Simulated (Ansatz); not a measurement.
A series of calculations on Ti4O5

### Relaxation

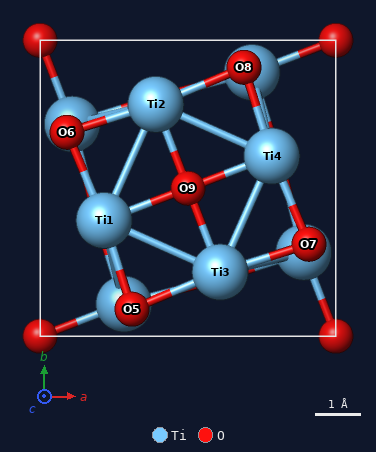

Crystalline Ti$_{4}$O$_{5}$ (set up in I4/m), before the relaxation. The picture is a ball-and-stick view of the conventional cell (2 times the calculation's cell), seen along the c axis. Lengths and directions refer to the drawn axes.

Method: DFT PBEsol, scalar-relativistic, plane waves, PAW in Ansatz.

Input
```yaml
crystal:
  lattice:
    - [-3.3061679222, 3.3061679222, 2.0752854791]
    - [3.3061679222, -3.3061679222, 2.0752854791]
    - [3.3061679222, 3.3061679222, -2.0752854791]
  atoms:
    - { symbol: Ti, position: [0.60869752, 0.21654752, 0.82524503] }
    - { symbol: Ti, position: [0.21654752, 0.39130248, 0.60785] }
    - { symbol: Ti, position: [0.78345248, 0.60869752, 0.39215] }
    - { symbol: Ti, position: [0.39130248, 0.78345248, 0.17475497] }
    - { symbol: O, position: [0.90887014, 0.31074964, 0.21961978] }
    - { symbol: O, position: [0.31074964, 0.09112985, 0.40187949] }
    - { symbol: O, position: [0.68925036, 0.90887014, 0.59812051] }
    - { symbol: O, position: [0.09112985, 0.68925036, 0.78038022] }
    - { symbol: O, position: [0.5, 0.5, 0.0] }
basis:
  ecutwfc: 420
kpoints:
  mp_grid: { grid: [10, 10, 10] }
hamiltonian:
  xc: pbesol
scf:
  occupations: { method: gaussian, width: 0.1 }
output:
  forces: true
  stress: true
  eigenvalues: true
  write_density: true
  write_potential: true
  elf: true
  volumetric_format: npy
relax:
  adjacent_minimum: "off"
  f_tol: 0.005
  max_steps: 80
  cell: { stress_tol: 0.05 }
```

Run as
```bash
ansatz run input.yaml --threads 2 --pin off --max-ram 5120MiB --backend cpu --events-out ev --progress --plain --runs-dir out
```

> Where does the relaxation end?

After 5 accepted moves (7 points after the start) the energy has fallen by 5.6 meV per atom. The largest force component goes from 0.13 to 0.00019 eV/Å. Pressure: −5.83 GPa at the start and −0.01 GPa at the end. The SCF was repeated twice at an unchanged geometry on a basis and grid sized afresh for the cell, which shifted the energy by 1.0 meV per atom at most. The largest moves relative to the cell, 0.022 Å, are those of O5, O6, O7 and O8. O5 goes along [−3 1 0]. Largest moves by element: O 0.022 Å, Ti 0.013 Å. The volume changes by −2.7 %, with a = b 6.612 → 6.544 Å (−1.0 %), c 4.151 → 4.123 Å (−0.7 %). Near-neighbour distances that change, for instance: Ti1–Ti4 3.204 → 3.148 Å, Ti1–Ti2 3.073 → 3.034 Å, Ti1–Ti2 (another image) 2.839 → 2.814 Å, Ti1–O5 2.080 → 2.060 Å. The space group stays I4/m (No. 87).

History of the run:

```csv
step,"E − E(0), meV/atom","largest force component, eV/Å","pressure, GPa","volume, Å³/atom",note
0,0.00,0.1300,-5.83,10.082,
1,-5.69,0.0577,-1.68,9.893,
2,-6.55,0.0115,0.10,9.815,
3,-6.55,0.0155,-0.04,9.818,
4,-6.56,0.0023,0.00,9.817,
5,-5.56,0.0026,-0.19,9.817,"same geometry, new basis"
6,-5.59,0.0003,0.00,9.809,
7,-5.57,0.0002,-0.01,9.809,"same geometry, new basis"
```

The end point in the same view:

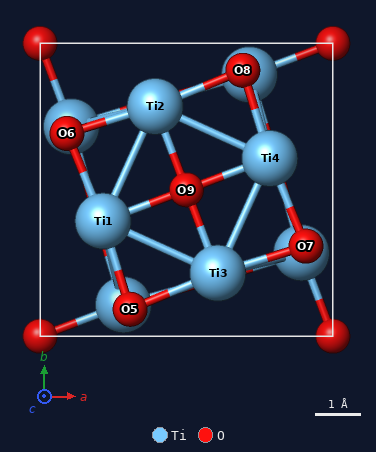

### Scan

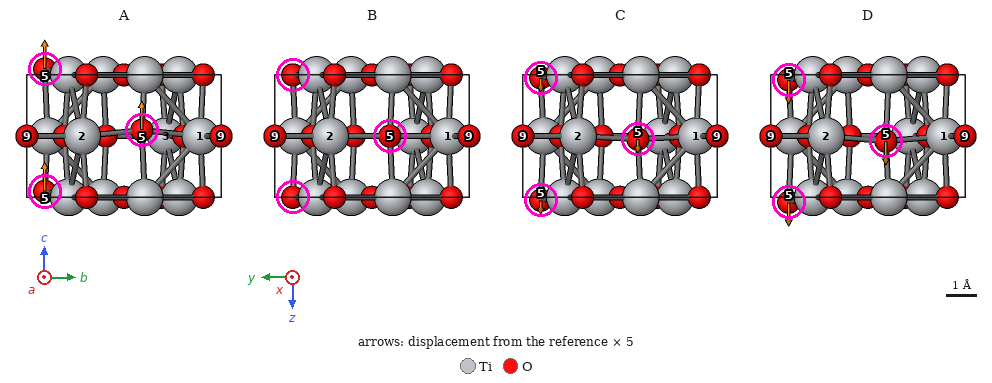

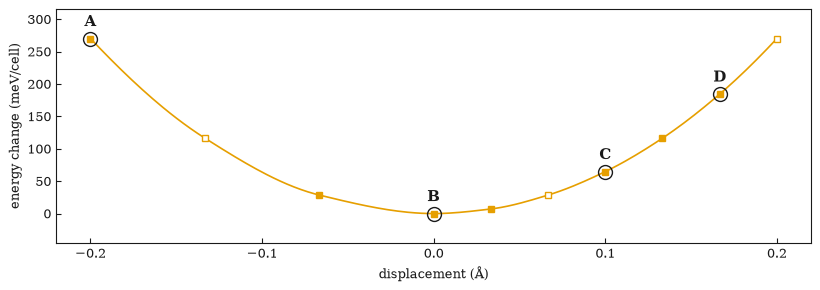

Solid Ti4O5 (I4/m): an O atom (one in each cell of 9 atoms) is moved along Cartesian [0 0 1], all else fixed. The lettered frames are marked on the plot. Hollow markers are points alike by symmetry, not computed again. A ball-and-stick model of the conventional cell (2 times the calculation's cell), seen along the a axis. The ringed atoms are those of the scanned coordinate. Orange arrows: displacements from the reference. Lengths and directions refer to the drawn axes.

The calculation used DFT PBEsol, scalar-relativistic, plane waves, PAW (Ansatz 0.2.0). Settings: plane-wave cutoff 420 eV; k-point mesh 12 × 12 × 12; occupations gaussian; smearing width 0.15 eV; no spin polarisation. Energies (free energies at the smearing named) are counted from the relaxed crystal.

Read off the main features of the energy profile.

The lowest computed point lies at the displacement 0.00 Å (0.0 meV/cell). At the ends of the scan the energy is 270.2 meV/cell (−0.20 Å) and 270.2 meV/cell (0.20 Å). The curvature at zero is about 13 eV/Å². The well is symmetric. At the highest point the shortest interatomic distance is 1.87 Å, against 1.99 Å in the reference. The distortion takes the space group from I4/m to P1.

### Scan

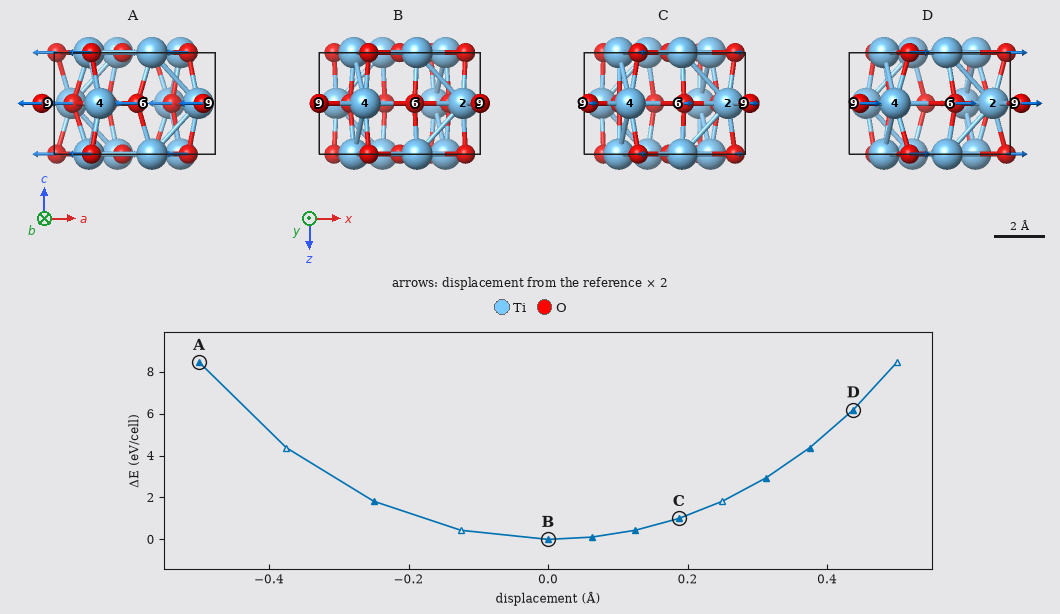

Crystalline Ti₄O₅ (I4/m): the whole O sublattice is shifted rigidly, along Cartesian [1 0 0], all else fixed. The lettered frames are marked on the plot. Hollow markers are points alike by symmetry, not computed again. A ball-and-stick model of the conventional cell (2 times the calculation's cell), seen along the b axis. Blue arrows: displacements from the reference. Lengths and directions refer to the drawn axes.

Computed with Ansatz 0.2.0, DFT PBEsol, scalar-relativistic, plane waves, PAW. (plane-wave cutoff 420 eV; k-point mesh 12 × 12 × 12; occupations gaussian; smearing width 0.15 eV; no spin polarisation). Energies (free energies at the smearing named) are counted from the relaxed crystal.

Q: Read off the main features of the energy profile.

A: The lowest computed point lies at the displacement 0.00 Å (0.00 eV/cell). The curvature at zero is about 56 eV/Å² per cell. The well is symmetric. At the highest point the shortest interatomic distance is 1.53 Å, against 1.99 Å in the reference. The distortion takes the space group from I4/m to Cm.
